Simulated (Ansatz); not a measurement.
## Band-structure calculation of Ga2AsP (part 2 of 2)

Ga2AsP (8 atoms in the cell); DFT, HSE06, plane waves, PAW, no spin polarisation (Ansatz 0.2.0); cutoff 420 eV, 4×4×4 k-mesh, fixed occupations. The structure was built on a prototype by a generator; it need not be a known phase. The geometry comes from this level: r2SCAN.

Geometry of the input (Å; fractional positions):
```
-2.7790  2.7790  5.5530
2.7790  -2.7790  5.5530
2.7790  2.7790  -5.5530
P  0.0000  0.0000  0.0000
Ga 0.6250  0.6371  0.5121
P  0.2500  0.7500  0.5000
Ga 0.8871  0.3750  0.0121
As 0.5000  0.5000  0.0000
Ga 0.1250  0.1129  0.4879
As 0.7500  0.2500  0.5000
Ga 0.3629  0.8750  -0.0121
```

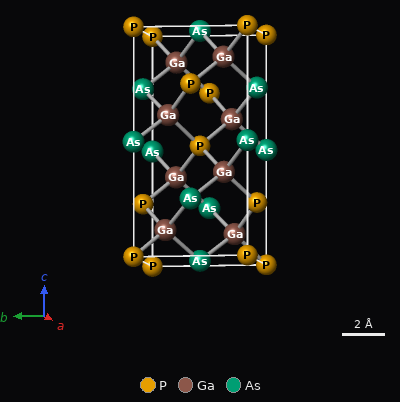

Fig. 1: The structure (ball-and-stick view of the cell 2 times as large as that of the calculation, set on its symmetry axes, seen at an oblique angle). An atom can appear more than once, as a periodic image.

Output, continued:
```
--- Forces (eV/Å), atoms counted from 1 ---
  atom   1  P     -0.00000000    -0.00000000     0.00000000
  atom   2  Ga     0.00326683     0.00000000    -0.00000000
  atom   3  P     -0.00000000     0.00000000     0.00000000
  atom   4  Ga     0.00000000     0.00326683    -0.00000000
  atom   5  As    -0.00000000     0.00000000     0.00000000
  atom   6  Ga    -0.00326683     0.00000000     0.00000000
  atom   7  As    -0.00000000    -0.00000000     0.00000000
  atom   8  Ga     0.00000000    -0.00326683    -0.00000000
  max |Σ_I F_I| component: 1.21e-17 eV/Å
--- Stress (GPa, compression-positive) ---
        0.639871       0.000000       0.000000
        0.000000       0.639871       0.000000
        0.000000      -0.000000       0.622257
  P = ⅓ Tr σ = 0.6340 GPa (6.340 kbar)
--- Band table (eV; the first three rows and the last of 13) ---
  k-point 0: bands = ["-31.1426", "-31.1422", "-31.1407", "-31.1407", "-31.1396", "-31.1396", "-31.1312", "-31.1306", "-31.1288", "-31.1285", "-10.1319", "-10.1173", "-10.1156", "-10.0463", "-10.0462", "-10.0462", "-10.0155", "-10.0148", "-9.9982", "-9.9982", "-9.9952", "-9.9952", "-9.9816", "-9.9683", "-9.9683", "-9.9563", "-9.9561", "-9.9507", "-9.9507", "-9.9422", "-6.6306", "-3.7329", "-3.5937", "-3.5308", "-0.1396", "0.1081", "0.1081", "3.3246", "3.3246", "3.5567", "3.5972", "4.3418", "4.3418", "7.2156", "7.2156", "7.2327", "9.2880", "9.3689", "9.6533", "11.8317", "11.8317", "11.8640"]
  k-point 1: bands = ["-31.1425", "-31.1422", "-31.1405", "-31.1405", "-31.1398", "-31.1398", "-31.1311", "-31.1307", "-31.1287", "-31.1286", "-10.1190", "-10.1080", "-10.1063", "-10.0666", "-10.0382", "-10.0349", "-10.0207", "-10.0202", "-10.0122", "-10.0116", "-10.0081", "-10.0021", "-9.9705", "-9.9612", "-9.9609", "-9.9587", "-9.9546", "-9.9521", "-9.9515", "-9.9480", "-6.0935", "-4.1722", "-4.1530", "-3.6957", "0.0593", "0.2264", "0.2666", "2.9799", "3.7323", "3.7905", "4.1571", "4.7154", "5.1420", "5.1504", "5.8691", "6.9325", "9.9702", "10.7550", "11.2870", "11.3471", "12.1501", "12.1829"]
  k-point 2: bands = ["-31.1424", "-31.1424", "-31.1402", "-31.1402", "-31.1401", "-31.1401", "-31.1308", "-31.1308", "-31.1286", "-31.1286", "-10.1024", "-10.1024", "-10.0950", "-10.0950", "-10.0260", "-10.0260", "-10.0254", "-10.0254", "-10.0215", "-10.0215", "-10.0195", "-10.0195", "-9.9587", "-9.9587", "-9.9558", "-9.9558", "-9.9524", "-9.9524", "-9.9512", "-9.9512", "-4.7554", "-4.7554", "-4.5371", "-4.5371", "-0.0018", "-0.0018", "1.2654", "1.2654", "3.5696", "3.5696", "5.7917", "5.7917", "6.0051", "6.0051", "6.1424", "6.1424", "9.3286", "9.3286", "11.0109", "11.0109", "12.6979", "12.6979"]
  k-point 12: bands = ["-31.1424", "-31.1424", "-31.1409", "-31.1409", "-31.1394", "-31.1394", "-31.1310", "-31.1310", "-31.1286", "-31.1286", "-10.1320", "-10.1320", "-10.0926", "-10.0926", "-10.0215", "-10.0215", "-10.0211", "-10.0211", "-9.9956", "-9.9956", "-9.9946", "-9.9946", "-9.9819", "-9.9819", "-9.9676", "-9.9676", "-9.9489", "-9.9489", "-9.9416", "-9.9416", "-5.5712", "-5.5712", "-3.6691", "-3.6691", "-0.1314", "-0.1314", "3.0591", "3.0591", "4.2616", "4.2616", "4.3653", "4.3653", "5.4027", "5.4027", "5.4616", "5.4616", "9.3623", "9.3623", "9.6627", "9.6627", "10.0389", "10.0389"]
```

File rho_z.tsv:
```
# z_ang	rho[e/angstrom^3]
# format = ansatz-planar-average/11
# lattice	-2.778989176	2.778989176	5.553025369
# lattice	2.778989176	-2.778989176	5.553025369
# lattice	2.778989176	2.778989176	-5.553025369
# sites	8
# site	15	0.000000000	0.000000000	0.000000000
# site	31	1.456823339	1.389494588	4.164769026
# site	15	2.778989176	-0.000000000	2.776512684
# site	31	-1.389494588	1.456823339	6.941281711
# site	33	0.000000000	0.000000000	5.553025369
# site	31	1.322165837	1.389494588	-1.388256342
# site	33	-0.000000000	2.778989176	2.776512684
# site	31	1.389494588	-1.456823339	6.941281711
0.000000	1.263783e0
0.141730	1.202666e0
0.283461	1.041652e0
0.425191	8.339069e-1
0.566922	6.337641e-1
0.708652	4.741046e-1
0.850383	3.625860e-1
0.992113	2.911499e-1
1.133844	2.472527e-1
1.275574	2.204725e-1
1.417305	2.043521e-1
1.559035	1.956234e-1
1.700765	1.928509e-1
1.842496	1.956234e-1
1.984226	2.043521e-1
2.125957	2.204725e-1
2.267687	2.472527e-1
2.409418	2.911499e-1
2.551148	3.625860e-1
2.692879	4.741046e-1
2.834609	6.337641e-1
2.976340	8.339069e-1
3.118070	1.041652e0
3.259801	1.202666e0
3.401531	1.263783e0
3.543261	1.202666e0
3.684992	1.041652e0
3.826722	8.339069e-1
3.968453	6.337641e-1
4.110183	4.741046e-1
4.251914	3.625860e-1
4.393644	2.911499e-1
4.535375	2.472527e-1
4.677105	2.204725e-1
4.818836	2.043521e-1
4.960566	1.956234e-1
5.102296	1.928509e-1
5.244027	1.956234e-1
5.385757	2.043521e-1
5.527488	2.204725e-1
5.669218	2.472527e-1
5.810949	2.911499e-1
5.952679	3.625860e-1
6.094410	4.741046e-1
6.236140	6.337641e-1
6.377871	8.339069e-1
6.519601	1.041652e0
6.661332	1.202666e0
```

File v_z.tsv:
```
# z_ang	v_es[eV]	v_tot[eV]
# format = ansatz-planar-average/11
# xc	hse06
# density_cutoff_ev	1680
# datasets	P=:simpson_from_first_knot:soft:fock:shift=0	Ga=:simpson_from_first_knot:soft:fock:shift=0	As=:simpson_from_first_knot:soft:fock:shift=0
# lattice	-2.778989176	2.778989176	5.553025369
# lattice	2.778989176	-2.778989176	5.553025369
# lattice	2.778989176	2.778989176	-5.553025369
# sites	8
# site	15	0.000000000	0.000000000	0.000000000
# site	31	1.456823339	1.389494588	4.164769026
# site	15	2.778989176	-0.000000000	2.776512684
# site	31	-1.389494588	1.456823339	6.941281711
# site	33	0.000000000	0.000000000	5.553025369
# site	31	1.322165837	1.389494588	-1.388256342
# site	33	-0.000000000	2.778989176	2.776512684
# site	31	1.389494588	-1.456823339	6.941281711
0.000000	2.918069e0	-5.314564e0
0.141730	2.959225e0	-5.250740e0
0.283461	3.085997e0	-5.062703e0
0.425191	3.306495e0	-4.758297e0
0.566922	3.629400e0	-4.344022e0
0.708652	4.058787e0	-3.822652e0
0.850383	4.589725e0	-3.199862e0
0.992113	5.203966e0	-2.496643e0
1.133844	5.865567e0	-1.755986e0
1.275574	6.517670e0	-1.040289e0
1.417305	7.085272e0	-4.252803e-1
1.559035	7.480084e0	4.190463e-4
1.700765	7.622510e0	1.539118e-1
1.842496	7.480084e0	4.190463e-4
1.984226	7.085272e0	-4.252803e-1
2.125957	6.517670e0	-1.040289e0
2.267687	5.865567e0	-1.755986e0
2.409418	5.203966e0	-2.496643e0
2.551148	4.589725e0	-3.199862e0
2.692879	4.058787e0	-3.822652e0
2.834609	3.629400e0	-4.344022e0
2.976340	3.306495e0	-4.758297e0
3.118070	3.085997e0	-5.062703e0
3.259801	2.959225e0	-5.250740e0
3.401531	2.918069e0	-5.314564e0
3.543261	2.959225e0	-5.250740e0
3.684992	3.085997e0	-5.062703e0
3.826722	3.306495e0	-4.758297e0
3.968453	3.629400e0	-4.344022e0
4.110183	4.058787e0	-3.822652e0
4.251914	4.589725e0	-3.199862e0
4.393644	5.203966e0	-2.496643e0
4.535375	5.865567e0	-1.755986e0
4.677105	6.517670e0	-1.040289e0
4.818836	7.085272e0	-4.252803e-1
4.960566	7.480084e0	4.190463e-4
5.102296	7.622510e0	1.539118e-1
5.244027	7.480084e0	4.190463e-4
5.385757	7.085272e0	-4.252803e-1
5.527488	6.517670e0	-1.040289e0
5.669218	5.865567e0	-1.755986e0
5.810949	5.203966e0	-2.496643e0
5.952679	4.589725e0	-3.199862e0
6.094410	4.058787e0	-3.822652e0
6.236140	3.629400e0	-4.344022e0
6.377871	3.306495e0	-4.758297e0
6.519601	3.085997e0	-5.062703e0
6.661332	2.959225e0	-5.250740e0
```

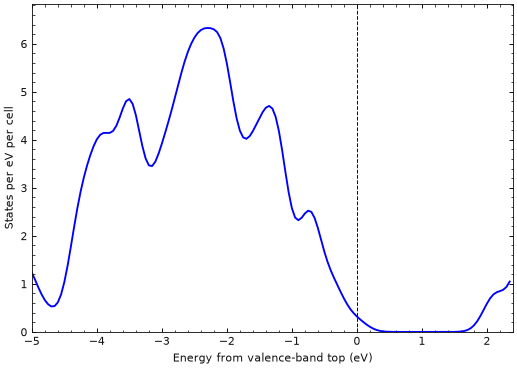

Fig. 2: Density of states (the curve is built from the levels of the k mesh with Gaussians 0.4 eV wide, which also blur the band edges), with energies from the valence-band top. There is a gap of 2.06 eV on the k-point mesh. The curves stop near 2.4 eV above the Fermi level, where the computed bands end. Small ripples come from the finite k-point mesh.

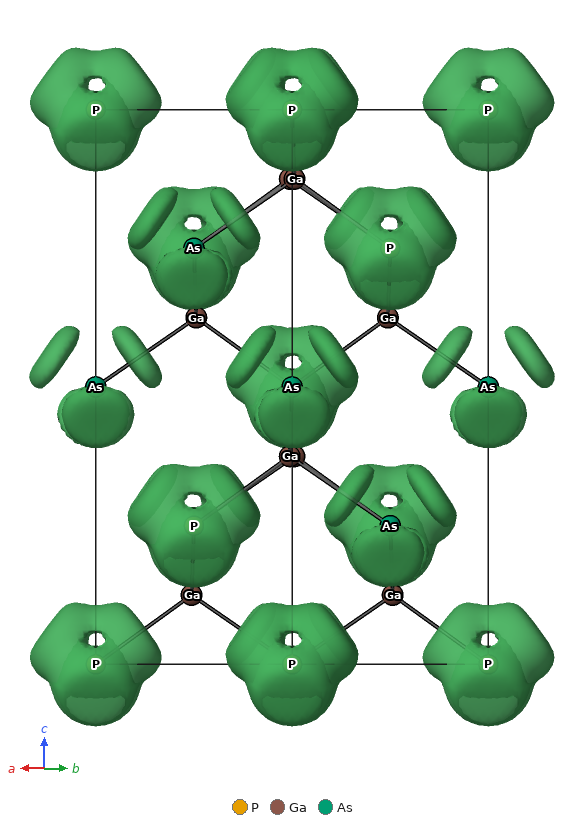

Fig. 3: Isosurface of the electron localisation function at 0.7 (green), seen along [110]. Core shells and regions of very low density are left out. Sticks mark near contacts. The outline is the cell set on symmetry axes. Values along the shortest contacts: Ga–P (2.37 Å): the ELF is about 0.80 at the midpoint. Core electrons are frozen (PAW), so the fields are smoothed inside the atomic spheres.

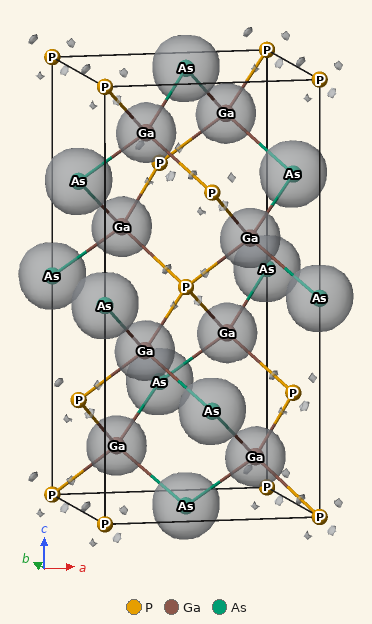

Fig. 4: Isosurface of the valence pseudo-density at 0.8 e/Å³ (grey), seen slightly off an axis. Sticks mark near contacts. The outline is the cell set on symmetry axes. At this value the density breaks into separate islands; it holds about 65 % of the electrons treated as valence (semicore included). It is pinched off along the Ga–P (2.37 Å) and Ga–As (2.45 Å) contacts. On the grid the lowest density along these lines, outside the cores, is 0.53 e/Å³ (Ga–P, 2.37 Å) and 0.48 e/Å³ (Ga–As, 2.45 Å).

Key numbers:

| quantity | value |
| --- | --- |
| outcome | converged |
| space group (tolerance 0.01 Å) | I-42d (122) |
| electrons treated | 92 |
| free energy | −26364.3919 eV |
| Fermi energy | 7.233 eV |
| gap on the k-point mesh | 2.06 eV |
| pressure | 0.63 GPa |
| largest force (length of the vector) | 0.003 eV/Å |
| hardware | 4 threads of Arm Neoverse V2, 24 GiB of memory available, shared host |
| wall time | 3.3 min (CPU time 12 min) |
| peak memory | 3.3 GiB |

Warnings of the run: the exchange loop's threshold is looser than advised for the stress; the SCF threshold is looser than advised for the printed stress.
